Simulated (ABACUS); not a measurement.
# Band-structure run, with input and output: Cu

System: Cu (Fm-3m, 1 atom in the cell).
Method: Kohn-Sham DFT of a periodic cell, HLE16, SSSP 1.3 efficiency PBE (ABACUS 3.10.1).

The structure derives from an entry of the Crystallography Open Database.

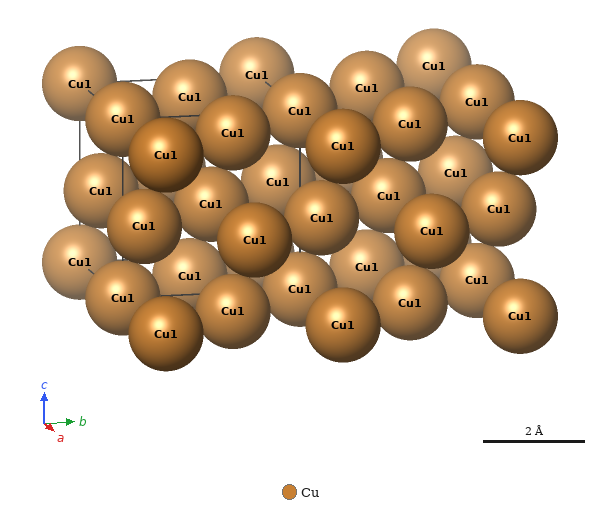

Fig. 1: The structure (spheres-only view of the cell 4 times as large as that of the calculation, set on its symmetry axes, repeated 2 × 2 × 1, seen slightly off an axis; atoms are numbered from 1 in the order of the input).

**Input**
```python
"""ABACUS run from a structure file: ASE reads it, the script writes STRU, KPT and INPUT."""
import re
import subprocess
import spglib
from ase import Atoms
from ase.io import read
from ase.units import Bohr

atoms = read("Cu.cif")
cell, frac, numbers = spglib.standardize_cell((atoms.cell[:], atoms.get_scaled_positions(), atoms.numbers), to_primitive=True, symprec=1e-4)
atoms = Atoms(numbers=numbers, cell=cell, scaled_positions=frac, pbc=True)  # the primitive cell
atoms = atoms[(-atoms.numbers).argsort(kind="stable")]  # ABACUS lists atoms element by element
pseudo = {'Cu': 'Cu.paw.z_11.ld1.psl.v1.0.0-low.upf'}
orbital = {}
magmoms = None
kmesh = [10, 10, 10]
params = {
    'suffix': 'Cu',
    'calculation': 'scf',
    'basis_type': 'pw',
    'pseudo_dir': './',
    'symmetry': 1,
    'dft_functional': 'GGA_XC_HLE16',
    'ecutwfc': 55,
    'pseudo_rcut': 10,
    'nspin': 1,
    'nbands': 16,
    'ks_solver': 'dav',
    'smearing_method': 'fd',
    'smearing_sigma': 0.00367493,
    'scf_thr': 1e-08,
    'scf_nmax': 100,
    'mixing_type': 'broyden',
    'mixing_beta': 0.7,
    'cal_force': 1,
    'cal_stress': 1,
    'ecutrho': 440,
    'out_chg': 1,
    'out_pot': 2,
    'out_elf': 0,
    'kpar': 4,
}

symbols = atoms.get_chemical_symbols()
elements = list(dict.fromkeys(symbols))
lines = ["ATOMIC_SPECIES"] + [f"{e} {atoms.get_masses()[symbols.index(e)]:.4f} {pseudo[e]}" for e in elements]
if orbital:
    lines += ["", "NUMERICAL_ORBITAL"] + [orbital[e] for e in elements]
lines += ["", "LATTICE_CONSTANT", f"{1 / Bohr:.10f}", "", "LATTICE_VECTORS"]
lines += [" ".join(f"{x:.10f}" for x in v) for v in atoms.cell]
lines += ["", "ATOMIC_POSITIONS", "Direct"]
for e in elements:
    lines += ["", e, "0.0", str(symbols.count(e))]
    for i, p in enumerate(atoms.get_scaled_positions(wrap=False)):
        if symbols[i] == e:
            mag = "" if magmoms is None else " mag " + " ".join(str(x) for x in (magmoms[i] if isinstance(magmoms[i], list) else [magmoms[i]]))
            lines.append(" ".join(f"{x:.10f}" for x in p) + " 1 1 1" + mag)
open("STRU", "w").write("\n".join(lines) + "\n")
open("KPT", "w").write("K_POINTS\n0\nGamma\n%d %d %d 0 0 0\n" % tuple(kmesh))
open("INPUT", "w").write("INPUT_PARAMETERS\n" + "".join(f"{k:<20s}{v}\n" for k, v in params.items()))

done = subprocess.run(['mpirun', '-np', '4', 'abacus'])
if done.returncode:
    raise SystemExit(done.returncode)
log = open("OUT.Cu/running_scf.log").read()
print("final energy (eV):", re.findall(r"FINAL_ETOT_IS (\S+)", log))
```

**File Cu.cif**
```
data_Cu
_cell_length_a 3.61500000
_cell_length_b 3.61500000
_cell_length_c 3.61500000
_cell_angle_alpha 90.00000000
_cell_angle_beta 90.00000000
_cell_angle_gamma 90.00000000
_space_group_name_H-M_alt 'Fm-3m'
_space_group_name_Hall '-F 4 2 3'
_space_group_IT_number 225
loop_
_space_group_symop_operation_xyz
'x,y,z'
'-x,-y,-z'
'-y,x,z'
'y,-x,-z'
'-x,-y,z'
'x,y,-z'
'y,-x,z'
'-y,x,-z'
'x,-y,-z'
'-x,y,z'
'-y,-x,-z'
'y,x,z'
'-x,y,-z'
'x,-y,z'
'y,x,-z'
'-y,-x,z'
'z,x,y'
'-z,-x,-y'
'z,-y,x'
'-z,y,-x'
'z,-x,-y'
'-z,x,y'
'z,y,-x'
'-z,-y,x'
'-z,x,-y'
'z,-x,y'
'-z,-y,-x'
'z,y,x'
'-z,-x,y'
'z,x,-y'
'-z,y,x'
'z,-y,-x'
'y,z,x'
'-y,-z,-x'
'x,z,-y'
'-x,-z,y'
'-y,z,-x'
'y,-z,x'
'-x,z,y'
'x,-z,-y'
'-y,-z,x'
'y,z,-x'
'-x,-z,-y'
'x,z,y'
'y,-z,-x'
'-y,z,x'
'x,-z,y'
'-x,z,-y'
'x,y+1/2,z+1/2'
'-x,-y+1/2,-z+1/2'
'-y,x+1/2,z+1/2'
'y,-x+1/2,-z+1/2'
'-x,-y+1/2,z+1/2'
'x,y+1/2,-z+1/2'
'y,-x+1/2,z+1/2'
'-y,x+1/2,-z+1/2'
'x,-y+1/2,-z+1/2'
'-x,y+1/2,z+1/2'
'-y,-x+1/2,-z+1/2'
'y,x+1/2,z+1/2'
'-x,y+1/2,-z+1/2'
'x,-y+1/2,z+1/2'
'y,x+1/2,-z+1/2'
'-y,-x+1/2,z+1/2'
'z,x+1/2,y+1/2'
'-z,-x+1/2,-y+1/2'
'z,-y+1/2,x+1/2'
'-z,y+1/2,-x+1/2'
'z,-x+1/2,-y+1/2'
'-z,x+1/2,y+1/2'
'z,y+1/2,-x+1/2'
'-z,-y+1/2,x+1/2'
'-z,x+1/2,-y+1/2'
'z,-x+1/2,y+1/2'
'-z,-y+1/2,-x+1/2'
'z,y+1/2,x+1/2'
'-z,-x+1/2,y+1/2'
'z,x+1/2,-y+1/2'
'-z,y+1/2,x+1/2'
'z,-y+1/2,-x+1/2'
'y,z+1/2,x+1/2'
'-y,-z+1/2,-x+1/2'
'x,z+1/2,-y+1/2'
'-x,-z+1/2,y+1/2'
'-y,z+1/2,-x+1/2'
'y,-z+1/2,x+1/2'
'-x,z+1/2,y+1/2'
'x,-z+1/2,-y+1/2'
'-y,-z+1/2,x+1/2'
'y,z+1/2,-x+1/2'
'-x,-z+1/2,-y+1/2'
'x,z+1/2,y+1/2'
'y,-z+1/2,-x+1/2'
'-y,z+1/2,x+1/2'
'x,-z+1/2,y+1/2'
'-x,z+1/2,-y+1/2'
'x+1/2,y,z+1/2'
'-x+1/2,-y,-z+1/2'
'-y+1/2,x,z+1/2'
'y+1/2,-x,-z+1/2'
'-x+1/2,-y,z+1/2'
'x+1/2,y,-z+1/2'
'y+1/2,-x,z+1/2'
'-y+1/2,x,-z+1/2'
'x+1/2,-y,-z+1/2'
'-x+1/2,y,z+1/2'
'-y+1/2,-x,-z+1/2'
'y+1/2,x,z+1/2'
'-x+1/2,y,-z+1/2'
'x+1/2,-y,z+1/2'
'y+1/2,x,-z+1/2'
'-y+1/2,-x,z+1/2'
'z+1/2,x,y+1/2'
'-z+1/2,-x,-y+1/2'
'z+1/2,-y,x+1/2'
'-z+1/2,y,-x+1/2'
'z+1/2,-x,-y+1/2'
'-z+1/2,x,y+1/2'
'z+1/2,y,-x+1/2'
'-z+1/2,-y,x+1/2'
'-z+1/2,x,-y+1/2'
'z+1/2,-x,y+1/2'
'-z+1/2,-y,-x+1/2'
'z+1/2,y,x+1/2'
'-z+1/2,-x,y+1/2'
'z+1/2,x,-y+1/2'
'-z+1/2,y,x+1/2'
'z+1/2,-y,-x+1/2'
'y+1/2,z,x+1/2'
'-y+1/2,-z,-x+1/2'
'x+1/2,z,-y+1/2'
'-x+1/2,-z,y+1/2'
'-y+1/2,z,-x+1/2'
'y+1/2,-z,x+1/2'
'-x+1/2,z,y+1/2'
'x+1/2,-z,-y+1/2'
'-y+1/2,-z,x+1/2'
'y+1/2,z,-x+1/2'
'-x+1/2,-z,-y+1/2'
'x+1/2,z,y+1/2'
'y+1/2,-z,-x+1/2'
'-y+1/2,z,x+1/2'
'x+1/2,-z,y+1/2'
'-x+1/2,z,-y+1/2'
'x+1/2,y+1/2,z'
'-x+1/2,-y+1/2,-z'
'-y+1/2,x+1/2,z'
'y+1/2,-x+1/2,-z'
'-x+1/2,-y+1/2,z'
'x+1/2,y+1/2,-z'
'y+1/2,-x+1/2,z'
'-y+1/2,x+1/2,-z'
'x+1/2,-y+1/2,-z'
'-x+1/2,y+1/2,z'
'-y+1/2,-x+1/2,-z'
'y+1/2,x+1/2,z'
'-x+1/2,y+1/2,-z'
'x+1/2,-y+1/2,z'
'y+1/2,x+1/2,-z'
'-y+1/2,-x+1/2,z'
'z+1/2,x+1/2,y'
'-z+1/2,-x+1/2,-y'
'z+1/2,-y+1/2,x'
'-z+1/2,y+1/2,-x'
'z+1/2,-x+1/2,-y'
'-z+1/2,x+1/2,y'
'z+1/2,y+1/2,-x'
'-z+1/2,-y+1/2,x'
'-z+1/2,x+1/2,-y'
'z+1/2,-x+1/2,y'
'-z+1/2,-y+1/2,-x'
'z+1/2,y+1/2,x'
'-z+1/2,-x+1/2,y'
'z+1/2,x+1/2,-y'
'-z+1/2,y+1/2,x'
'z+1/2,-y+1/2,-x'
'y+1/2,z+1/2,x'
'-y+1/2,-z+1/2,-x'
'x+1/2,z+1/2,-y'
'-x+1/2,-z+1/2,y'
'-y+1/2,z+1/2,-x'
'y+1/2,-z+1/2,x'
'-x+1/2,z+1/2,y'
'x+1/2,-z+1/2,-y'
'-y+1/2,-z+1/2,x'
'y+1/2,z+1/2,-x'
'-x+1/2,-z+1/2,-y'
'x+1/2,z+1/2,y'
'y+1/2,-z+1/2,-x'
'-y+1/2,z+1/2,x'
'x+1/2,-z+1/2,y'
'-x+1/2,z+1/2,-y'
loop_
_atom_site_label
_atom_site_type_symbol
_atom_site_symmetry_multiplicity
_atom_site_Wyckoff_symbol
_atom_site_fract_x
_atom_site_fract_y
_atom_site_fract_z
_atom_site_occupancy
Cu1 Cu 4 a 0.0000000000 0.0000000000 0.0000000000 1
```

**File INPUT**
```
INPUT_PARAMETERS
suffix              Cu
calculation         scf
basis_type          pw
pseudo_dir          ./
symmetry            1
dft_functional      GGA_XC_HLE16
ecutwfc             55
pseudo_rcut         10
nspin               1
nbands              16
ks_solver           dav
smearing_method     fd
smearing_sigma      0.00367493
scf_thr             1e-08
scf_nmax            100
mixing_type         broyden
mixing_beta         0.7
cal_force           1
cal_stress          1
ecutrho             440
out_chg             1
out_pot             2
out_elf             0
kpar                4
```

**File STRU**
```
ATOMIC_SPECIES
Cu 63.5460 Cu.paw.z_11.ld1.psl.v1.0.0-low.upf

LATTICE_CONSTANT
1.8897261258

LATTICE_VECTORS
0.0000000000 1.8075000000 1.8075000000
1.8075000000 0.0000000000 1.8075000000
1.8075000000 1.8075000000 0.0000000000

ATOMIC_POSITIONS
Direct

Cu
0.0
1
0.0000000000 0.0000000000 -0.0000000000 1 1 1
```

**File KPT**
```
K_POINTS
0
Gamma
10 10 10 0 0 0
```

Run on 4 threads of Intel Xeon (Sapphire Rapids), 16 GiB of memory available, shared host.

Command:
```bash
OMP_NUM_THREADS=1 python run_abacus.py > log
```

**The program's output**
```
ABACUS v3.10.1

               Atomic-orbital Based Ab-initio Computation at UStc

 ------------------------------------------------------------------------------------

 READING GENERAL INFORMATION
                           global_out_dir = OUT.Cu/
                           global_in_card = INPUT
                               pseudo_dir = ./
                              orbital_dir =
                                    DSIZE = 4
                                    GSIZE = 1

 READING UNITCELL INFORMATION
                                    ntype = 1
                  lattice constant (Bohr) = 1.88973
              lattice constant (Angstrom) = 1

 READING ATOM TYPE 1
                               atom label = Cu
                      L=0, number of zeta = 1
                      L=1, number of zeta = 1
                      L=2, number of zeta = 1
             number of atom for this type = 1

                        TOTAL ATOM NUMBER = 1
DIRECT COORDINATES
    atom                   x                   y                   z     mag                  vx                  vy                  vz
taud_Cu1            0.0000000000        0.0000000000        0.0000000000  0.0000        0.0000000000        0.0000000000        0.0000000000

                          Volume (Bohr^3) = 79.7006
                             Volume (A^3) = 11.8104

 Lattice vectors: (Cartesian coordinate: in unit of a_0)
                   +0             +1.8075             +1.8075
              +1.8075                  +0             +1.8075
              +1.8075             +1.8075                  +0
 Reciprocal vectors: (Cartesian coordinate: in unit of 2 pi/a_0)
            -0.276625           +0.276625           +0.276625
            +0.276625           -0.276625           +0.276625
            +0.276625           +0.276625           -0.276625
 The esolver type has been set to : ksdft_pw

 !!!!!!!!!!!!!!!!!!!!!!!!!!!!!!!!!!!!!!!!!!!!!!!!!!!!!!!!!
                         NOTICE
 !!!!!!!!!!!!!!!!!!!!!!!!!!!!!!!!!!!!!!!!!!!!!!!!!!!!!!!!!

 Pseudopotential data do not match.
 CHECK IN FILE : OUT.Cu/warning.log

 !!!!!!!!!!!!!!!!!!!!!!!!!!!!!!!!!!!!!!!!!!!!!!!!!!!!!!!!!
                         NOTICE
 !!!!!!!!!!!!!!!!!!!!!!!!!!!!!!!!!!!!!!!!!!!!!!!!!!!!!!!!!
 Check in file : OUT.Cu/warning.log
```

**File warning.log**
```
UnitCell::read_cell_pseudopots  warning : Pseudopotential data do not match.
```

**Outcome**

| quantity | value |
| --- | --- |
| outcome | refused by the program |
| space group (tolerance 0.01 Å) | Fm-3m (225) |
| electrons treated | 11 |

**Diagnosis**

The program refused the input: “Pseudopotential data do not match.”
